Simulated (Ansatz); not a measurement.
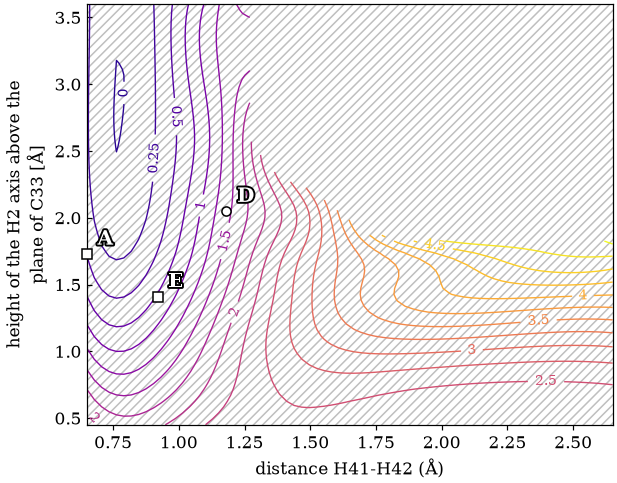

H₂ on a C(110) slab cut from the R-3m phase, its upper half relaxed before the scan (40 atoms of substrate and one adsorbate in a 2 × 2 cell). H2 lies flat over one site of a rigid substrate while its bond length and height are varied; it sits over a hollow site, heights counted from the top plane, its axis along the second surface vector. The first coordinate is: distance H41-H42; the second: height of the H2 axis above the plane of C33. The scan uses an 8 × 9 grid. At 15 points there is no value (left out: too close to the surface, or the stretched molecule far from it). Points are written as (first, second). All energies are given in eV relative to the lowest grid point. Level of theory: Ansatz 0.2.0, DFT LDA, scalar-relativistic, plane waves, PAW. Settings: cutoff 420 eV, k-mesh 4×4×1, gaussian smearing 0.05 eV, no spin polarisation.

Drawn: contour lines labelled in eV (none above 5), hatched blanks where no value was computed, lettered points. Between grid points the surface is interpolated.

Q: Is A the lowest point of the computed grid?

A: No. A lies 0.49 eV above the lowest grid point, which is at (0.750 Å, 2.60 Å).

Q: Rank the lettered points by energy, lowest first.

A: A (0.49 eV), E (0.77 eV), D (1.43 eV).

PAW datasets: the set soft_1.
